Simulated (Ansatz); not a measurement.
TaN

Input file:

```
crystal:
  lattice:
    - [2.9379988584, 0.0, 0.0]
    - [-1.4689994292, 2.5889083265, 0.0]
    - [0.0, 0.0, 2.883]
  atoms:
    - { symbol: Ta, position: [0.3333333333, 0.6666666667, 0.5] }
    - { symbol: "N", position: [0.0, 0.0, 0.0] }
basis:
  ecutwfc: 420
kpoints:
  mp_grid: { grid: [18, 18, 16] }
hamiltonian:
  xc: pbesol
scf:
  occupations: { method: gaussian, width: 0.15 }
output:
  forces: true
  stress: true
  eigenvalues: true
  write_density: true
  write_potential: true
  elf: true
  volumetric_format: npy
```

Launched as:

```sh
ansatz run input.yaml --threads 1 --pin off --max-ram 2560MiB --backend cpu --events-out ev --progress --plain --runs-dir out
```

Below, planes, directions and counts refer to the conventional cell (a = 2.88 Å, b = 2.94 Å, c = 5.18 Å, α = 90.00°, β = 90.00°, γ = 90.00°).

Space group Amm2; changed on purpose from its base cell (strain +0.0175 x Voigt [0, 1, 0, 0, 0, 0], atoms carried along); computed pressure about −10 GPa in this cell.

Level of theory: DFT PBEsol, scalar-relativistic, plane waves, PAW in Ansatz.

> What can the converged valence pseudo-density and electron localisation function tell about the bonding?

Ta–N (2.23 Å): ρ at the midpoint is about 0.54 e/Å³; the ELF peaks at about 0.80 in the valence shell of N, 0.7 Å from its nucleus, and is about 0.20 at the midpoint (no localised pair shows between them).
The ELF has a maximum of about 0.80 in the space between the atoms, on no atom or two-centre bond.

> Metal or insulator at this level of theory?

It is gapless in this calculation (a metal or semimetal); semilocal functionals without U, or without the true magnetic order, often close the gap of such compounds.

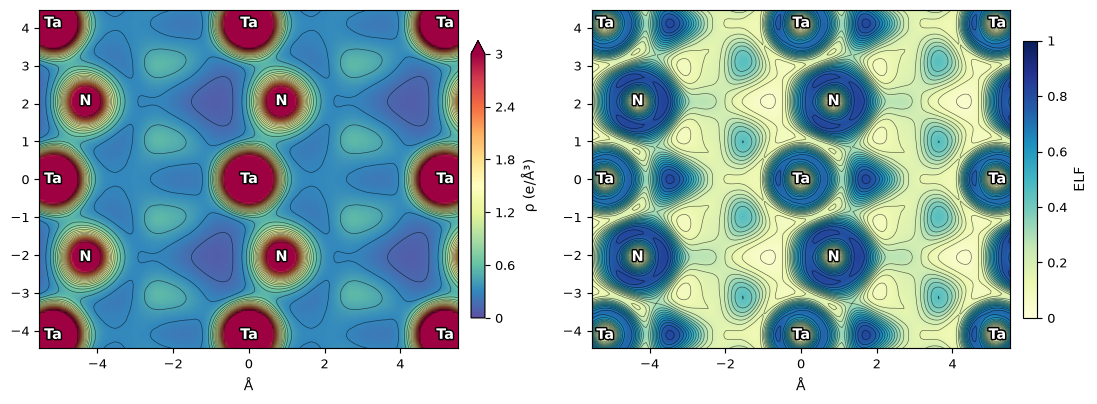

Computed valence pseudo-density and electron localisation function on the (11̄0) plane of the conventional cell, in this order. 

Core electrons are frozen (PAW), and the valence fields are smoothed inside the atomic spheres.
